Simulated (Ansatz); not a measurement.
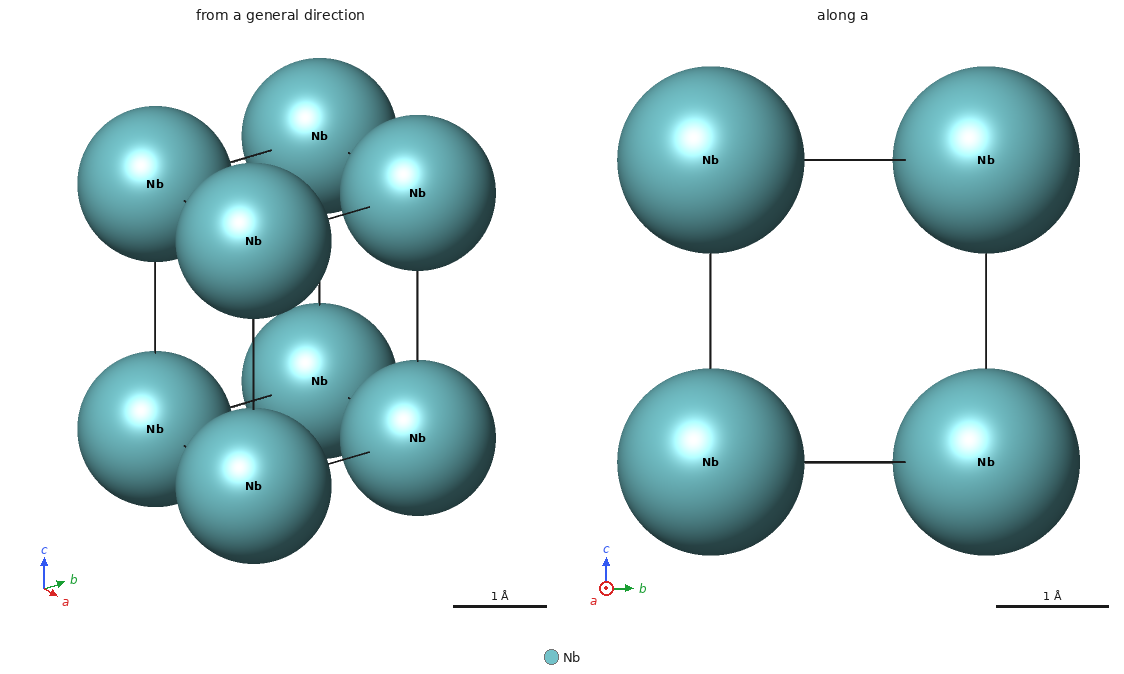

A spheres-only rendering, viewed from a general direction and along the a axis. Atoms at the boundary of the conventional unit cell (the box) are drawn once for each face, edge or corner they touch.

Cell dimensions are a = 2.86 Å, b = 2.86 Å, c = 2.72 Å, α = 90.00°, β = 90.00°, γ = 120.00°.

> Count the atoms in the cell.

1 (niobium), counting shared atoms by their share.

> Space group?

P6/mmm (No. 191), with Nb on 1a.

> What is the name of this structure type?

Simple hexagonal.

Source of the structure: a textbook structure type filled with this element (whether it is the usual form wasn't checked). This is the structure after a relaxation with Ansatz 0.2.0, DFT r2SCAN, scalar-relativistic, plane waves, PAW.
